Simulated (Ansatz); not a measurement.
**MgO: density, localisation and related maps**

```
CELL_PARAMETERS angstrom
0.00000 0.00000 -4.20422
4.20422 4.20422 0.00000
4.20422 -4.20422 0.00000
ATOMIC_POSITIONS crystal
Mg 0.00000 0.50000 0.48739
Mg 0.00000 0.00000 0.98739
Mg 0.00000 0.50000 0.00000
Mg 0.00000 0.00000 0.50000
Mg 0.50000 0.25000 0.25000
Mg 0.50000 0.75000 0.75000
Mg 0.50000 0.75000 0.25000
Mg 0.50000 0.25000 0.75000
O 0.00000 0.25000 0.25000
O 0.00000 0.75000 0.75000
O 0.00000 0.75000 0.25000
O 0.00000 0.25000 0.75000
O 0.50000 0.00000 0.00000
O 0.50000 0.50000 0.50000
O 0.50000 0.50000 0.00000
O 0.50000 0.00000 0.50000
```

Space group Amm2; changed on purpose from its base cell (atom 1 (Mg) moved +0.075 A towards its neighbour atom 2 (Mg) at 2.973 A); not relaxed (largest force 0.8 eV/Å).

These are results of DFT r2SCAN, scalar-relativistic, plane waves, PAW (Ansatz), not measurements.

The density is the valence pseudo-density of a PAW calculation; it isn't the true density close to the nuclei.

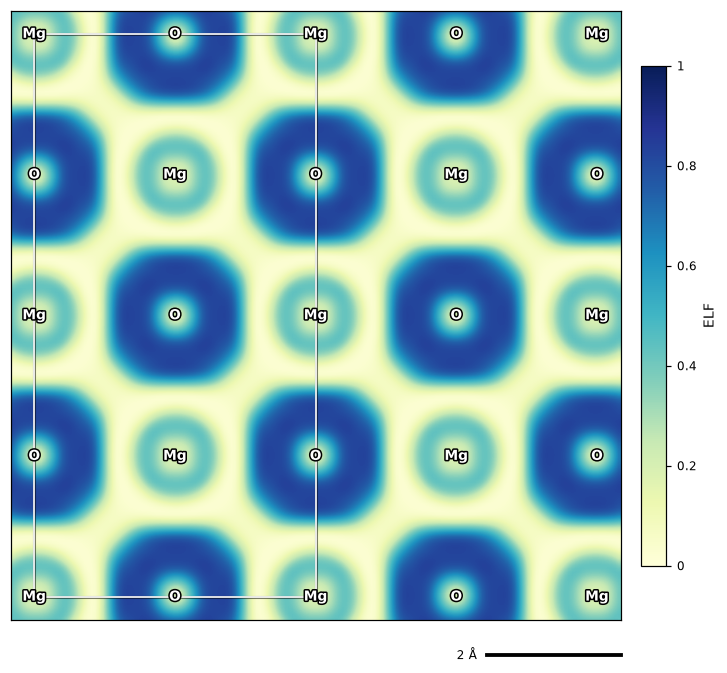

Figure 1. Electron localisation function on the (011) plane of the conventional cell.

**What do the fields say about this system?**

Atoms in the plane: Mg and O.
Mg–O (2.10 Å): the ELF peaks at about 0.85 in the valence shell of O, 0.7 Å from its nucleus, and is about 0.35 at the midpoint: an ionic contact with no shared pair.

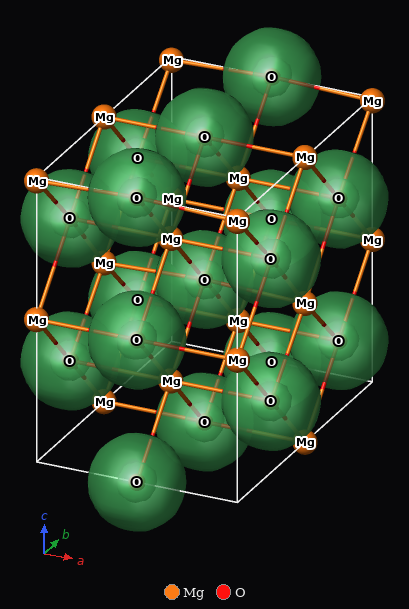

Figure 2. Isosurface of the ELF at 0.7 (green), seen at an oblique angle. Only the valence region is drawn (cores and ρ < 0.01 e/Å³ removed). Sticks mark near contacts.

**Describe the localisation domains.**

The surface consists of eight regions wrapped around O (the valence shell of each), counted in one cell of 16 atoms. Any copies at cell faces, edges or corners count once.


Mg–O (2.05 Å): the ELF peaks at about 0.85 in the valence shell of O, 0.7 Å from its nucleus, and is about 0.35 at the midpoint: an ionic contact with no shared pair.

**Does the calculation make it a metal, or give it a gap?**

It is gapped, with a Kohn–Sham gap of 5.7 eV on the k-point mesh, an upper bound to the gap of this method.
